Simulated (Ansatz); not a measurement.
# What a change does: single-point calculation on O

System: O (2 atoms in the cell).
Method of the first run: Kohn-Sham DFT of a periodic cell, PBE, Ansatz PAW, no spin polarisation (Ansatz 0.2.0).

The structure derives from a Materials Project entry. Text and figures count atoms from 1; the logs count them from 0 in places.

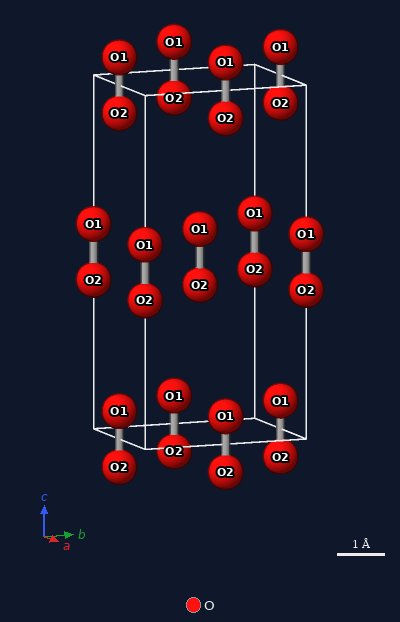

Figure 1. The structure (ball-and-stick view of the cell 4 times as large as that of the calculation, set on its symmetry axes, seen slightly off an axis; atoms are numbered from 1 in the order of the input).

## Input file, the first run
```yaml
crystal:
  lattice:
    - [0.0, 1.8772008259, 3.8726695203]
    - [1.4916936829, 0.0, 3.8726695203]
    - [1.4916936829, 1.8772008259, 0.0]
  atoms:
    - { symbol: O, position: [0.578902, 0.578902, 0.421098] }
    - { symbol: O, position: [0.421098, 0.421098, 0.578902] }
hamiltonian:
  xc: pbe
  pseudopotentials: { kind: paw }
kpoints:
  mp_grid: { grid: [12, 12, 12] }
scf:
  occupations: { method: fermi_dirac, width: 0.05 }
output:
  forces: true
  stress: true
  eigenvalues: true
  write_density: true
  write_potential: true
  elf: true
  volumetric_format: npy
```

Launched with:
```bash
ansatz run input.yaml --threads 2 --pin off --max-ram 5120MiB --backend cpu --events-out ev --progress --plain --runs-dir out
```

Hardware: 2 threads of Arm Neoverse V1, 24 GiB of memory available, shared host.

## Output, shortened to warnings, some set-up lines, iterations and results (the first run)
```
Basis set: ecut = 420 eV, 407 PW (Γ), exchange–correlation on 60×60×36 points (8 copies of the dense FFT grid, shifted against one another)
Symmetry: 8 space group operations
k-points: 280 of 1728
Initial density: superposition of atomic densities (neutral atoms: chi_scale 0, normalization atom), corrected by the library's trained network
[...]
SCF iter   1: F=—  HF=-1129.723142 eV  |F-HF|=—  |Δ(HF+E_count)|=         —  Δρ=1.34e-2  dr2=1.25e-2  ethr=1.77e-3  ⟨swp⟩=5.4  Hψ=16614  notcnv=0
SCF iter   2: F=—  HF=-1129.722689 eV  |F-HF|=—  |Δ(HF+E_count)|=   4.53e-4  Δρ=5.36e-3  dr2=1.76e-3  ethr=1.04e-4  ⟨swp⟩=2.9  Hψ=7765  notcnv=0
SCF iter   3: F=—  HF=-1129.722352 eV  |F-HF|=—  |Δ(HF+E_count)|=   3.37e-4  Δρ=7.87e-4  dr2=5.41e-5  ethr=1.47e-5  ⟨swp⟩=2.2  Hψ=4516  notcnv=0
SCF iter   4: F=—  HF=-1129.722389 eV  |F-HF|=—  |Δ(HF+E_count)|=   3.74e-5  Δρ=1.48e-4  dr2=3.42e-6  ethr=4.51e-7  ⟨swp⟩=2.1  Hψ=4056  notcnv=0
SCF iter   5: F=-1129.722389 eV  HF=-1129.722389 eV  |F-HF|=2.25e-8  |Δ(HF+E_count)|=   4.68e-7  Δρ=2.13e-5  dr2=3.26e-8  ethr=2.85e-8  ⟨swp⟩=2.3  Hψ=4094  notcnv=0
SCF iter   6: F=-1129.722389 eV  HF=-1129.722389 eV  |F-HF|=2.46e-10  |Δ(HF+E_count)|=   3.15e-8  Δρ=4.32e-6  dr2=1.58e-9  ethr=2.72e-10  ⟨swp⟩=4.4  Hψ=13765  notcnv=0
SCF 1 converged in 6 iterations: F = -1129.722389 eV  dr2 = 1.58e-9
SCF converged after 6 iterations
Free energy (F): -1129.722389 eV
Harris-Foulkes:  -1129.722389 eV  (|F-HF|=2.46e-10)
Internal energy: -1129.714054 eV  (E = F + TS)
E sigma→0 (E₀):  -1129.718221 eV
Entropy (-TS):   -0.008335 eV (-4.168 meV/atom)
Fermi energy:    2.813452 eV
--- Per-component energies (eV) ---
  E_band       = -90.549189
  E_kinetic    = 342.082228
  E_local      = -841.912081  (includes V_loc(G=0)·N_el)
  E_nonlocal   = 96.596040
  E_hartree    = 282.318059
  E_xc         = -143.925578
  E_vxc        = -183.369233  (∫ρ·V_xc dr)
  E_paw        = -313.657243  (= ΣΔE_a)
  E_vpaw       = -68.586867  (= ΣTr[D̂ρ^β])
  E_aug_tail   = 0.004667  (compensation charges beyond the density's cutoff)
  E_ewald      = -551.220144
  E_smearing   = -0.008335  (= −TS)
  E_closure    = 0.000000  (closes the sum)
  Σ components = -1129.722389   (vs F -1129.722389, Δ=0.00e0)
--- Forces (eV/Å), atoms counted from 1 ---
  atom   1  O      0.00000000     0.00000000    -0.66356854
  atom   2  O      0.00000000     0.00000000     0.66356854
  max |Σ_I F_I| component: 1.11e-16 eV/Å
--- Stress (GPa, compression-positive) ---
        3.447921       0.000000       0.000000
        0.000000       0.706485       0.000000
        0.000000       0.000000      -3.415214
  P = ⅓ Tr σ = 0.2464 GPa (2.464 kbar)
```

The input of the second run differs as follows (lines with − go, lines with + come):
```diff
-    - [0.0, 1.8772008259, 3.8726695203]
-    - [1.4916936829, 0.0, 3.8726695203]
-    - [1.4916936829, 1.8772008259, 0.0]
+    - [0.0, 1.9147547599, 3.9501433705]
+    - [1.5215354374, 0.0, 3.9501433705]
+    - [1.5215354374, 1.9147547599, 0.0]
```

How does the second run compare with the first run?

With the same functional and potentials, the second run lies 12.0 meV per atom higher. The pressure goes from 0.25 to −5.72 GPa. The largest force goes from 0.664 to 2.088 eV/Å. The volume per atom goes from 10.84 to 11.51 Å³. The cell is scaled evenly with the atoms at fixed fractional positions, so −ΔP/Δ ln V estimates the bulk modulus midway between the two volumes: about 100 GPa. The number of SCF iterations is the same. The plane waves at Γ go from 407 to 439.

## Output, shortened to warnings, some set-up lines, iterations and results (the second run)
```
Basis set: ecut = 420 eV, 439 PW (Γ), exchange–correlation on 60×60×36 points (8 copies of the dense FFT grid, shifted against one another)
Symmetry: 8 space group operations
k-points: 280 of 1728
Initial density: superposition of atomic densities (neutral atoms: chi_scale 0, normalization atom), corrected by the library's trained network
[...]
SCF iter   1: F=—  HF=-1129.699523 eV  |F-HF|=—  |Δ(HF+E_count)|=         —  Δρ=1.20e-2  dr2=1.15e-2  ethr=1.77e-3  ⟨swp⟩=5.3  Hψ=16595  notcnv=0
SCF iter   2: F=—  HF=-1129.698592 eV  |F-HF|=—  |Δ(HF+E_count)|=   9.31e-4  Δρ=4.91e-3  dr2=1.54e-3  ethr=9.59e-5  ⟨swp⟩=2.9  Hψ=7778  notcnv=0
SCF iter   3: F=—  HF=-1129.698370 eV  |F-HF|=—  |Δ(HF+E_count)|=   2.22e-4  Δρ=8.72e-4  dr2=7.08e-5  ethr=1.29e-5  ⟨swp⟩=2.0  Hψ=4465  notcnv=0
SCF iter   4: F=—  HF=-1129.698399 eV  |F-HF|=—  |Δ(HF+E_count)|=   2.82e-5  Δρ=1.58e-4  dr2=4.21e-6  ethr=5.90e-7  ⟨swp⟩=2.5  Hψ=4426  notcnv=0
SCF iter   5: F=-1129.698398 eV  HF=-1129.698398 eV  |F-HF|=1.49e-8  |Δ(HF+E_count)|=   5.63e-7  Δρ=1.95e-5  dr2=3.10e-8  ethr=3.51e-8  ⟨swp⟩=2.2  Hψ=4061  notcnv=0
SCF iter   6: F=-1129.698398 eV  HF=-1129.698398 eV  |F-HF|=4.78e-10  |Δ(HF+E_count)|=   2.51e-8  Δρ=4.09e-6  dr2=1.73e-9  ethr=2.58e-10  ⟨swp⟩=4.6  Hψ=13689  notcnv=0
SCF 1 converged in 6 iterations: F = -1129.698398 eV  dr2 = 1.73e-9
SCF converged after 6 iterations
Free energy (F): -1129.698398 eV
Harris-Foulkes:  -1129.698398 eV  (|F-HF|=4.78e-10)
Internal energy: -1129.689364 eV  (E = F + TS)
E sigma→0 (E₀):  -1129.693881 eV
Entropy (-TS):   -0.009034 eV (-4.517 meV/atom)
Fermi energy:    2.112262 eV
--- Per-component energies (eV) ---
  E_band       = -95.153495
  E_kinetic    = 340.332220
  E_local      = -857.405945  (includes V_loc(G=0)·N_el)
  E_nonlocal   = 96.373972
  E_hartree    = 288.293398
  E_xc         = -143.602311
  E_vxc        = -182.916263  (∫ρ·V_xc dr)
  E_paw        = -313.276097  (= ΣΔE_a)
  E_vpaw       = -68.128851  (= ΣTr[D̂ρ^β])
  E_aug_tail   = 0.004506  (compensation charges beyond the density's cutoff)
  E_ewald      = -540.409107
  E_smearing   = -0.009034  (= −TS)
  E_closure    = 0.000000  (closes the sum)
  Σ components = -1129.698398   (vs F -1129.698398, Δ=0.00e0)
--- Forces (eV/Å), atoms counted from 1 ---
  atom   1  O      0.00000000    -0.00000000    -2.08802165
  atom   2  O      0.00000000     0.00000000     2.08802165
  max |Σ_I F_I| component: 0.00e0 eV/Å
--- Stress (GPa, compression-positive) ---
        1.049677      -0.000000       0.000000
       -0.000000      -1.937080      -0.000000
        0.000000      -0.000000     -16.285145
  P = ⅓ Tr σ = -5.7242 GPa (-57.242 kbar)
```

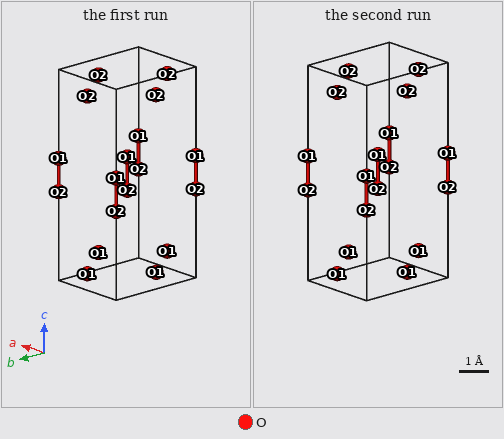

Figure 2. The two input geometries at one scale (ball-and-stick view of the cell 4 times as large as that of the calculation, set on its symmetry axes, seen at an oblique angle). No atom moves by more than 0.005 Å relative to the cell. Cell: a 2.983 → 3.043 Å (+2.0 %), b 3.754 → 3.830 Å (+2.0 %), c 7.745 → 7.900 Å (+2.0 %). Volume +6.1 %. Among the contacts that change: O1–O2 1.222 → 1.247 Å.

## The two runs side by side

```csv
quantity,the first run,the second run
outcome,converged,converged
free energy per atom (eV),−564.8612,−564.8492
"energy per atom, smearing taken to zero (eV)",−564.8591,−564.8469
gap on the mesh (eV),0.00,0.00
pressure (GPa),0.25,−5.72
volume per atom (Å³),10.84,11.51
largest force (eV/Å),0.664,2.088
SCF iterations,6,6
irreducible k-points,280,280
plane waves at Γ,407,439
wall time (shared host),3 s,3 s
```
